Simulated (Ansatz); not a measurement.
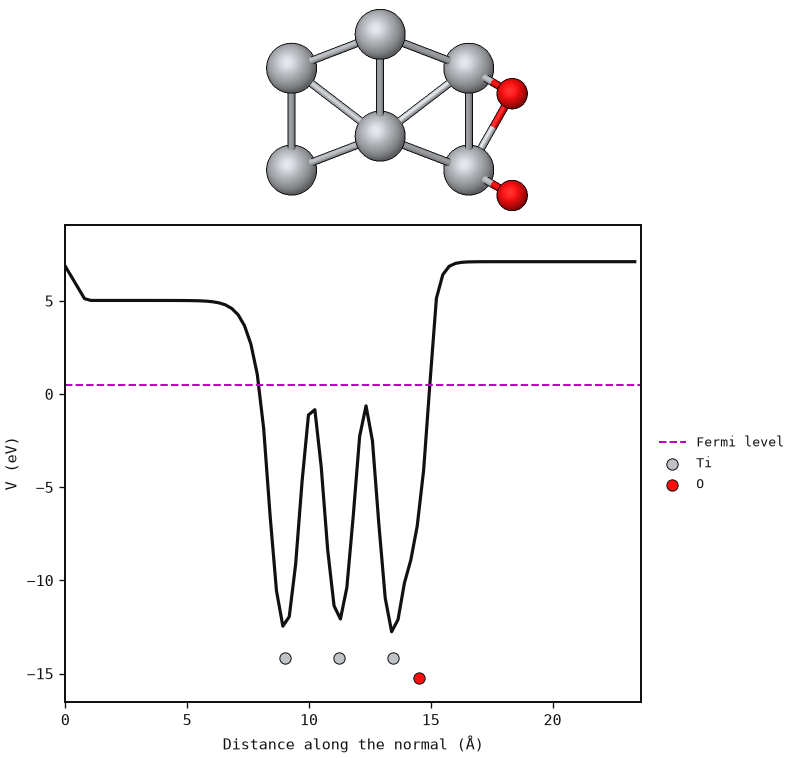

Plane-averaged electrostatic potential energy of an electron across the slab; circles at the bottom mark the heights of the atoms (positions after relaxation). The structure is drawn too.

The material is a (001) slab cut from Ti (P6_3/mmc), of composition Ti3O (not the bulk's), ended by Ti planes, 4 atoms in the cell.

Ansatz 0.2.0; DFT r2SCAN, scalar-relativistic, plane waves, PAW, no spin polarisation, 12×12×1 k mesh, 500 eV cutoff, Gaussian smearing of 0.1 eV.

> Read off the work function of each face.

The work function is 6.63 eV at the right face and 4.55 eV at the left.

> Do the two faces differ, and what does that say about the slab's dipole?

The vacuum level is 2.08 eV higher at the right than at the left, so the slab carries a dipole along its normal; the ramp in the vacuum, at or near the edge of the plot, is the dipole correction that keeps each side flat. Some atoms were held fixed in the relaxation, which can itself make the faces differ.
